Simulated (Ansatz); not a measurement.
**Ta3N5 (Cmcm): spin-orbit coupling beyond the local functionals**

How far does spin-orbit coupling move the gap of Ta3N5 (Cmcm)?

Calculated with Ansatz 0.2.0; density functionals with and without spin-orbit coupling, plane waves, PAW.

**1. Starting point**

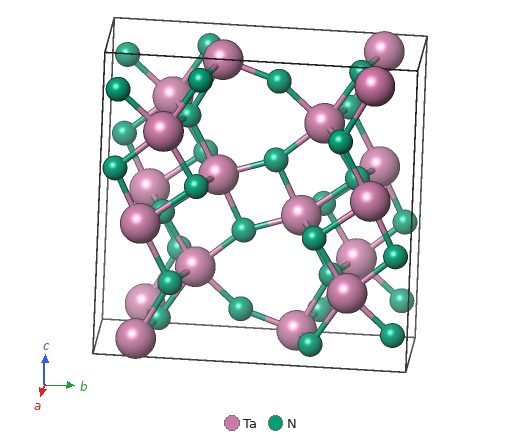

Start, viewed slightly off an axis; tantalum pink, nitrogen teal. This picture shows the conventional cell, with its axes. Some periodic images of atoms are drawn too.

The cell and positions come from the Crystallography Open Database and are kept as given unless a step says otherwise. Spin-orbit coupling is left out unless a step names it. The default PAW set here is soft_2. Its files were made with PBE.

**2. HSE06, 4×4×2 mesh**

This step: DFT, HSE06, plane waves, PAW.

Input file input.yaml:

```yaml
crystal:
  lattice:
    - [1.9431, -5.1059, 0.0]
    - [1.9431, 5.1059, 0.0]
    - [0.0, 0.0, 10.2624]
  atoms:
    - { symbol: Ta, position: [0.8029, 0.1971, 0.25] }
    - { symbol: Ta, position: [0.1971, 0.8029, 0.75] }
    - { symbol: Ta, position: [0.86545, 0.13455, 0.55906] }
    - { symbol: Ta, position: [0.13455, 0.86545, 0.05906] }
    - { symbol: Ta, position: [0.13455, 0.86545, 0.44094] }
    - { symbol: Ta, position: [0.86545, 0.13455, 0.94094] }
    - { symbol: "N", position: [0.23678, 0.76322, 0.25] }
    - { symbol: "N", position: [0.76322, 0.23678, 0.75] }
    - { symbol: "N", position: [0.95299, 0.04701, 0.11949] }
    - { symbol: "N", position: [0.04701, 0.95299, 0.61949] }
    - { symbol: "N", position: [0.04701, 0.95299, 0.88051] }
    - { symbol: "N", position: [0.95299, 0.04701, 0.38051] }
    - { symbol: "N", position: [0.69138, 0.30862, 0.07378] }
    - { symbol: "N", position: [0.30862, 0.69138, 0.57378] }
    - { symbol: "N", position: [0.30862, 0.69138, 0.92622] }
    - { symbol: "N", position: [0.69138, 0.30862, 0.42622] }
kpoints:
  mp_grid: { grid: [4, 4, 2] }
  band_path:
    path:
      - [0.0, 0.0, 0.0]
      - [-0.5, 0.5, 0.0]
      - [-0.28620643, 0.71379357, 0.0]
      - [0.28620643, 0.28620643, 0.0]
      - [0.0, 0.0, 0.5]
      - [0.28620643, 0.28620643, 0.5]
      - [-0.28620643, 0.71379357, 0.5]
      - [-0.5, 0.5, 0.5]
      - [0.143103215, 0.143103215, 0.0]
      - [-0.25, 0.25, 0.0]
    npoints: 1
hamiltonian:
  xc: hse06
scf:
  occupations: { method: fixed }
  n_extra_bands: 9
output:
  eigenvalues: true
```

Command:

```sh
ansatz run input.yaml --threads 3 --pin off --max-ram 92160MiB --backend cuda --events-out ev --progress --plain --runs-dir out --devices 1 --max-vram 13GiB
```

Numbers of over 12 decimals in the logs are rounded to 6 here.

What it wrote:

```text
scf.n_extra_bands = 9 over 64 filled bands (N_el = 128.0): the run solves 73 bands
GPUs: using 1 of 1 available (devices: 1).
Engine: ansatz 0.2.0, x86_64-unknown-linux-gnu
Pseudopotentials: kind: paw
Pseudopotential: Ta, paw, valence charge 13, recommended cutoff 420 eV (normal), Ta.paw.azcp
Pseudopotential: N, paw, valence charge 5, recommended cutoff 420 eV (normal), N.paw.azcp
Functional definition: HSE06
  parameter a = 0.25
  parameter omega = 0.11/bohr
  exchange = pbe_x - a*pbe_x_sr(omega) + a*exact_x_sr(omega)
  correlation = pbe_c
davidson cushion auto → on  (no smearing: the cushion is to keep the highest requested band from converging to the state above it; pin scf.eigensolver.cushion to override)
device memory: the entry about to start is reckoned to put 4.4 GiB on a device that reports 59.4 GiB free (of which the cap on the GPU budget leaves the run 13.0 GiB)
GPU FFT provider: cuFFT
GPU libraries: cuBLAS 13.8.2, cuFFT 12.4.0, cuSOLVER 12.3.4
Crystal: 16 atoms, lattice volume = 203.632 Å³
Basis set: ecut = 420 eV, 3985 PW (Γ)
Bands: 73, of which v1, the nominal top of the filled ones, is band 64 counted from 1 (63 counted from 0)
Symmetry: 8 space group operations
Space group: Cmcm (ITA 63), of the structure as read, at distance tolerance 5.9e-5 Å
k-points: 14 of 32
Non-local potential: Ta, projectors of the file, l = 0: 3, l = 1: 2, l = 2: 2, l = 3: 1
Non-local potential: N, projectors of the file, l = 0: 2, l = 1: 2, l = 2: 1
PAW form: soft (Blöchl's): semilocal exchange-correlation on the pseudo side does not see the compensation charge
PAW frozen core: Ta, regenerated for the run's functional, and the local potential with it (the file was generated under x = pbe(κ = 0.804, μ = 0.219515), c = pbe(β = 0.066725))
PAW frozen core: N, regenerated for the run's functional, and the local potential with it (the file was generated under x = pbe(κ = 0.804, μ = 0.219515), c = pbe(β = 0.066725))
PAW one-centre angular grid: Ta, 590 points (default); XC on 64 Gauss nodes
PAW one-centre angular grid: N, 110 points (default); XC on 64 Gauss nodes
Initial density: superposition of atomic densities (neutral atoms: chi_scale 0, normalization atom), corrected by the library's trained network
Initial wavefunctions: pseudopotential atomic-orbital guess
GPU buffer pool allocated for 115200 grid points (all kernels)
GPU transforms: local potential and band sums: pruned to the plane-wave sphere, on 40×40×72
Functional: x = pbe(κ = 0.804, μ = 0.219515), c = pbe(β = 0.066725), warm-up for x = pbe(κ = 0.804, μ = 0.219515) + 0.25 (exact − pbe) at short range (hse, ω = 0.207870 Å⁻¹), c = pbe(β = 0.066725); HSE06 as pw.x's `hse` composes it (authors' and Libxc's form: `xc: wpbeh`)
[...]
Frozen-core exchange: fock
SCF iter   1: F=—  HF=-63453.117461 eV  |F-HF|=—  |Δ(HF+E_count)|=         —  Δρ=1.29e-4  dr2=4.00e-5  ethr=6.21e-7  ⟨swp⟩=4.0  Hψ=2417  notcnv=0
preconditioner: auto → none  [insulator: Δε(μ)=2.231 eV  Ē_g=10.401 eV  n_scr=56 (ndim 8)  ℏωp=23.3 eV  f_vac=0.063]
iter 2 solved again at ethr=5.27e-10 eV; its pass at ethr=3.05e-8 eV (dr2=6.75e-7 eV) is discarded
SCF iter   2: F=—  HF=-63453.117450 eV  |F-HF|=—  |Δ(HF+E_count)|=   1.05e-5  Δρ=3.11e-5  dr2=1.59e-6  ethr=5.27e-10  ⟨swp⟩=3.5  Hψ=5373  notcnv=0
SCF iter   3: F=—  HF=-63453.117461 eV  |F-HF|=—  |Δ(HF+E_count)|=   1.05e-5  Δρ=2.59e-5  dr2=1.35e-6  ethr=5.27e-10  ⟨swp⟩=5.9  Hψ=3305  notcnv=0
SCF iter   4: F=—  HF=-63453.117460 eV  |F-HF|=—  |Δ(HF+E_count)|=   3.78e-7  Δρ=5.37e-6  dr2=1.65e-7  ethr=5.27e-10  ⟨swp⟩=3.4  Hψ=2947  notcnv=0
SCF iter   5: F=-63453.117461 eV  HF=-63453.117461 eV  |F-HF|=1.67e-8  |Δ(HF+E_count)|=   6.34e-7  Δρ=5.39e-6  dr2=3.82e-8  ethr=5.88e-11  ⟨swp⟩=6.4  Hψ=3290  notcnv=0
SCF 3 converged in 5 iterations: F = -63453.117461 eV  dr2 = 3.82e-8
hybrid outer 2: dexx = +1.538e-5 eV, tail = 1.15e-7 eV, Δε = 2.13e-3 eV (about 5.89e-5 eV left of the loop's levels)
device memory: the entry about to start is reckoned to put 1.6 GiB on a device that reports 52.7 GiB free (of which the cap on the GPU budget leaves the run 13.0 GiB)
NSCF: frozen V_eff on 10 k-points
hybrid SCF converged: 2 outer / 12 inner (+5 warm-up), last move |dexx| = 1.54e-5 eV, tail = 1.15e-7 eV
Stability not checked: this state was not tested for a lower state beside it, because the functional holds exact exchange (a hybrid, or Hartree-Fock), whose exchange loop this test does not read (fock_operator; see scf.lower_state_search)
Free energy (F): -63453.117462 eV
Frozen-core exchange: fock
Harris-Foulkes:  -63453.117462 eV  (|F-HF|=1.67e-8)
Internal energy: -63453.117462 eV  (E = F + TS)
E sigma→0 (E₀):  -63453.117462 eV
Fermi energy:    11.349404 eV
--- Per-component energies (eV) ---
  E_band       = -1235.343994
  E_kinetic    = 3488.249205
  E_local      = -7425.796747  (includes V_loc(G=0)·N_el)
  E_nonlocal   = 545.523413
  E_hartree    = 2624.413756
  E_xc         = -1528.535007
  E_vxc        = -1580.157808  (∫ρ·V_xc dr)
  E_exx        = -352.075711  (= α·E_x^exact, valence–valence)
  E_paw        = -51681.120224  (= ΣΔE_a)
  E_vpaw       = -807.837312  (= ΣTr[D̂ρ^β])
  E_aug_tail   = 0.001772  (compensation charges beyond the density's cutoff)
  E_ewald      = -9103.438537
  E_core_change = -20.339381  (= ΣΔE_core)
  E_smearing   = -0.000000  (= −TS)
  E_closure    = -0.000000  (closes the sum)
  Σ components = -63453.117462   (vs F -63453.117462, Δ=0.00e0)
--- Band table (eV; the first three rows and the last of 14) ---
  k-point 0: bands = [... 60 lower, 10.4435, 10.7538, 10.9694, 11.3494, 13.8263, 14.1257, 14.5466, 14.9565, ... 5 higher]
  k-point 1: bands = [... 60 lower, 10.5323, 10.5323, 10.7103, 10.7103, 13.9947, 13.9947, 14.9526, 14.9526, ... 5 higher]
  k-point 2: bands = [... 60 lower, 10.3421, 10.5650, 10.6683, 11.2217, 14.3499, 14.9879, 15.1344, 15.3686, ... 5 higher]
  k-point 13: bands = [... 60 lower, 10.0091, 10.0091, 10.6725, 10.6725, 13.9404, 13.9404, 15.1276, 15.1276, ... 5 higher]
```

Wall time 57 s (1 × NVIDIA H100 80GB HBM3 (shared by 6 runs) with 3 threads of AMD EPYC 7R13 (Zen 3), shared host); peak memory 1.7 GiB; 2 min of CPU time.

The column dr2 measures how far the density is from self-consistency, as an energy; F and HF (Harris–Foulkes) agree once it is small.

This step gave:

```
gap                     : 2.209 eV
valence top at          : k = (0.143, 0.143, 0.000)
conduction bottom at    : Y
least direct gap        : 2.448 eV
exact-exchange fraction : 0.25
```

The gap is indirect, with the least direct gap 0.24 eV higher.

**3. HSE06+SOC, 4×4×2 mesh**

The many-body steps leave out spin-orbit coupling, so its effect is taken from a two-component run, with twice the bands.

This step: DFT, HSE06 with spin-orbit coupling, plane waves, PAW.

Changes to input.yaml since step 2:

```diff
@@ -41,3 +41,6 @@
   occupations: { method: fixed }
-  n_extra_bands: 9
+  n_extra_bands: 18
+magnetization:
+  noncollinear: true
+  spin_orbit: true
 output:
```

What it wrote:

```text
[...]
GPUs: using 1 of 1 available (devices: 1).
[...]
non-collinear run that drives no moment, with spin-orbit: no starting moment large enough to seed its density (crystal.atoms[].spin), no starting occupations that ask for one, no magnetisation constraint and no magnetic field, so the semilocal B_xc is pinned to zero
[...]
GPU FFT provider: cuFFT
GPU libraries: cuBLAS 13.8.2, cuFFT 12.4.0, cuSOLVER 12.3.4
Crystal: 16 atoms, lattice volume = 203.632 Å³
Basis set: ecut = 420 eV, 3985 PW (Γ)
Bands: 146, of which v1, the nominal top of the filled ones, is band 128 counted from 1 (127 counted from 0)
Symmetry: 8 space group operations + 8 with time reversal
[...]
k-points: 14 of 32
Projection manifold: j_resolved (fully-relativistic pseudo-atomic orbitals)
[...]
GPU buffer pool allocated for 115200 grid points (all kernels)
[...]
SCF iter   1: F=—  HF=-63593.613258 eV  |F-HF|=—  |Δ(HF+E_count)|=         —  Δρ=1.21e-1  dr2=3.45e1  dr2_m=0.00e0 (ungated)  ethr=1.00e-1  |M|=0.00e0 ∫|m|=0.00e0 μB  |m|>n=0.0e0 m-floor=0.0e0 τ_xc=0.0e0  β_m=0.30  ⟨swp⟩=3.0  Hψ=8180  notcnv=0
[...]
SCF iter   7: F=-63585.358269 eV  HF=-63585.358278 eV  |F-HF|=8.74e-6  |Δ(HF+E_count)|=   8.33e-5  Δρ=2.32e-4  dr2=6.34e-5  dr2_m=0.00e0 (ungated)  ethr=8.66e-7  |M|=0.00e0 ∫|m|=0.00e0 μB  |m|>n=0.0e0 m-floor=0.0e0 τ_xc=0.0e0  ⟨swp⟩=3.0  Hψ=5482  notcnv=0
SCF 1 stopped early in 7 iterations: F = -63585.358269 eV  dr2 = 6.34e-5
[...]
GPU FFT provider: cuFFT
GPU libraries: cuBLAS 13.8.2, cuFFT 12.4.0, cuSOLVER 12.3.4
Projection manifold: j_resolved (fully-relativistic pseudo-atomic orbitals)
[...]
GPU buffer pool allocated for 115200 grid points (all kernels)
[...]
Frozen-core exchange: fock
SCF iter   1: F=—  HF=-63483.105880 eV  |F-HF|=—  |Δ(HF+E_count)|=         —  Δρ=1.07e-2  dr2=3.31e-1  dr2_m=0.00e0 (ungated)  ethr=4.95e-7  |M|=0.00e0 ∫|m|=0.00e0 μB  |m|>n=0.0e0 m-floor=0.0e0 τ_xc=0.0e0  β_m=0.30  ⟨swp⟩=8.0  Hψ=12716  notcnv=0
[...]
SCF iter   6: F=-63483.057615 eV  HF=-63483.057661 eV  |F-HF|=4.65e-5  |Δ(HF+E_count)|=   1.30e-4  Δρ=1.28e-4  dr2=5.76e-5  dr2_m=0.00e0 (ungated)  ethr=1.79e-7  |M|=0.00e0 ∫|m|=0.00e0 μB  |m|>n=0.0e0 m-floor=0.0e0 τ_xc=0.0e0  ⟨swp⟩=3.2  Hψ=5822  notcnv=0
SCF 2 stopped early in 6 iterations: F = -63483.057615 eV  dr2 = 5.76e-5
[...]
hybrid outer 1: dexx = +8.498e-2 eV, tail = 2.15e-4 eV
GPU FFT provider: cuFFT
GPU libraries: cuBLAS 13.8.2, cuFFT 12.4.0, cuSOLVER 12.3.4
Projection manifold: j_resolved (fully-relativistic pseudo-atomic orbitals)
GPU buffer pool allocated for 115200 grid points (all kernels)
[...]
Frozen-core exchange: fock
SCF iter   1: F=—  HF=-63483.056573 eV  |F-HF|=—  |Δ(HF+E_count)|=         —  Δρ=9.15e-5  dr2=1.41e-5  dr2_m=0.00e0 (ungated)  ethr=8.39e-7  |M|=0.00e0 ∫|m|=0.00e0 μB  |m|>n=0.0e0 m-floor=0.0e0 τ_xc=0.0e0  β_m=0.30  ⟨swp⟩=4.0  Hψ=4758  notcnv=0
[...]
SCF iter   5: F=-63483.056582 eV  HF=-63483.056582 eV  |F-HF|=1.13e-8  |Δ(HF+E_count)|=   4.05e-8  Δρ=2.70e-6  dr2=5.20e-8  dr2_m=0.00e0 (ungated)  ethr=1.10e-11  |M|=0.00e0 ∫|m|=0.00e0 μB  |m|>n=0.0e0 m-floor=0.0e0 τ_xc=0.0e0  ⟨swp⟩=2.1  Hψ=9878  notcnv=0
SCF 3 converged in 5 iterations: F = -63483.056582 eV  dr2 = 5.20e-8
[...]
the search or the solves at the SCF's close seem to have found levels that the self-consistency loop had missed (the run counts 1). By its estimate they hold under 1e-12 electrons; where the run keeps them, the occupations were computed again with them
[...]
NSCF: frozen V_eff on 10 k-points
[...]
Magnetization: |M| = 0.0000 μB,  M = (+0.0000, +0.0000, +0.0000) μB
Absolute magnetization: 0.0000 μB (∫|m|)
  site 0: m = (+0.0000, +0.0000, +0.0000) μB, |m| = 0.0000 μB  (R = 0.84 Å)
  site 1: m = (+0.0000, +0.0000, +0.0000) μB, |m| = 0.0000 μB  (R = 0.84 Å)
  site 2: m = (+0.0000, +0.0000, +0.0000) μB, |m| = 0.0000 μB  (R = 0.81 Å)
  site 3: m = (+0.0000, +0.0000, +0.0000) μB, |m| = 0.0000 μB  (R = 0.81 Å)
  site 4: m = (+0.0000, +0.0000, +0.0000) μB, |m| = 0.0000 μB  (R = 0.81 Å)
  site 5: m = (+0.0000, +0.0000, +0.0000) μB, |m| = 0.0000 μB  (R = 0.81 Å)
  site 6: m = (+0.0000, +0.0000, +0.0000) μB, |m| = 0.0000 μB  (R = 0.85 Å)
  site 7: m = (+0.0000, +0.0000, +0.0000) μB, |m| = 0.0000 μB  (R = 0.85 Å)
[...]
site 12: m = (+0.0000, +0.0000, +0.0000) μB, |m| = 0.0000 μB  (R = 0.84 Å)
  site 13: m = (+0.0000, +0.0000, +0.0000) μB, |m| = 0.0000 μB  (R = 0.84 Å)
  site 14: m = (+0.0000, +0.0000, +0.0000) μB, |m| = 0.0000 μB  (R = 0.84 Å)
  site 15: m = (+0.0000, +0.0000, +0.0000) μB, |m| = 0.0000 μB  (R = 0.84 Å)
Free energy (F): -63483.056583 eV
Frozen-core exchange: fock
[...]
Internal energy: -63483.056583 eV  (E = F + TS)
E sigma→0 (E₀):  -63483.056583 eV
Fermi energy:    11.371462 eV
[...]
--- Band table (eV; the first three rows and the last of 14) ---
  k-point 0: bands = [... 124 lower, 10.9262, 10.9262, 11.3715, 11.3715, 13.8319, 13.8319, 14.1196, 14.1196, ... 14 higher]
  k-point 1: bands = [... 124 lower, 10.7409, 10.7409, 10.7409, 10.7409, 13.9940, 13.9940, 13.9940, 13.9940, ... 14 higher]
  k-point 2: bands = [... 124 lower, 10.6675, 10.6675, 11.2236, 11.2236, 14.3408, 14.3408, 14.9392, 14.9392, ... 14 higher]
  k-point 13: bands = [... 124 lower, 10.6737, 10.6737, 10.6737, 10.6737, 13.9450, 13.9450, 13.9450, 13.9450, ... 14 higher]
```

Elapsed: 3.1 min, on 1 × NVIDIA H100 80GB HBM3 (shared by 6 runs) with 3 threads; peak memory 3.4 GiB.

Numbers from this step:

* gap: 2.219 eV
* valence top at: Γ
* conduction bottom at: Y
* least direct gap: 2.442 eV
* exact-exchange fraction: 0.25

The gap stands +0.01 eV against HSE06.

**4. Together**

Times are wall times on 1 × NVIDIA H100 80GB HBM3 (shared by 6 runs) with 3 threads of AMD EPYC 7R13 (Zen 3), shared host, good to a factor of about two.

| level | gap (eV) | with coupling (eV) | change (eV) | time | with coupling |
| --- | --- | --- | --- | --- | --- |
| HSE06 | 2.21 | 2.22 | +0.01 | 57 s | 3.1 min |

**5. What came out**

| Quantity | Value |
| --- | --- |
| HSE06 | 2.21 eV |
| HSE06+SOC | 2.22 eV |

Spin-orbit coupling changes the gap by +0.01 eV and the least direct gap by −0.01 eV.

[Paths, hosts, dates, memory and timing lines, banners, echoed tables and standing remarks are left out of the program output.]

[Logs are printed without paths, hosts, clocks, repeated set-up lines and the standing remarks that a program may print on its own settings, such as how far it seeks lower states.]

[Runs of the session that timed out or met a known fault of the program may be left out.]

[Cells called generated may have been cut or substituted from an entry of the Crystallography Open Database or the Materials Project.]

[Hosts, paths, dates, database ids (printed as entryN), source tags and the programs' standing remarks are cut or masked in the printed files.]
